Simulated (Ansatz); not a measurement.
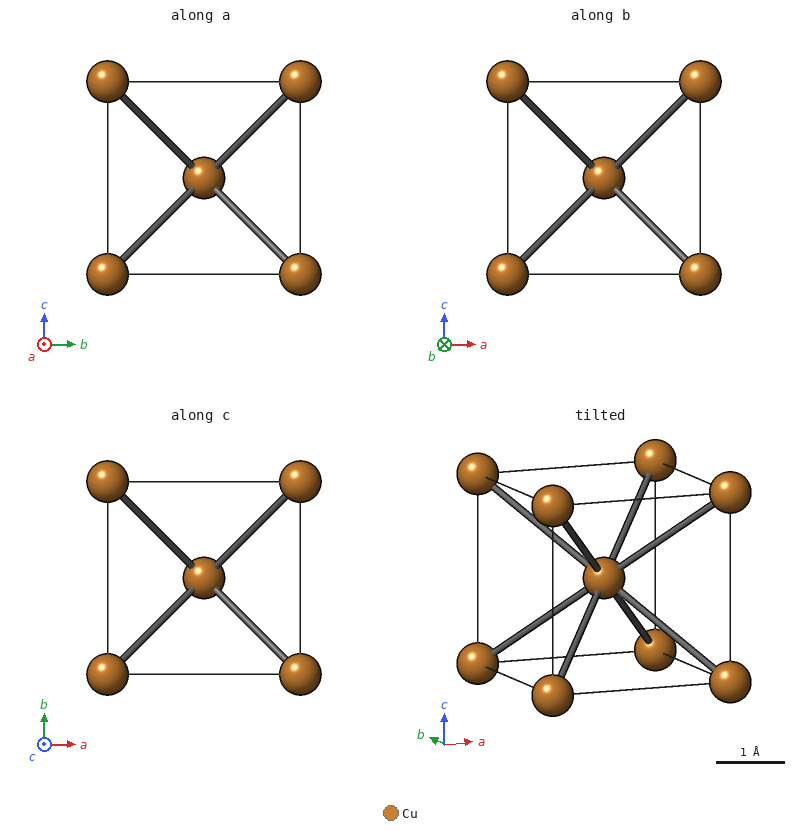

The crystal in a ball-and-stick representation, seen along the a axis, along the b axis, along the c axis and slightly off an axis. The outline marks the conventional unit cell.

Lattice parameters: a = 2.842 Å, b = 2.842 Å, c = 2.842 Å, α = 90.00°, β = 90.00°, γ = 90.00°.

### Write down what is shown as a table of Wyckoff sites.

Space group Im-3m (No. 229).
```
atom  site       x       y       z
  Cu    2a  0.0000  0.0000  0.0000
```

The model was built from a structure type filled with this element by a generator (whether the element takes this form wasn't checked). Earlier steps of the study may have refined or changed the cell and positions. Ansatz was used for an electronic-structure calculation on it.
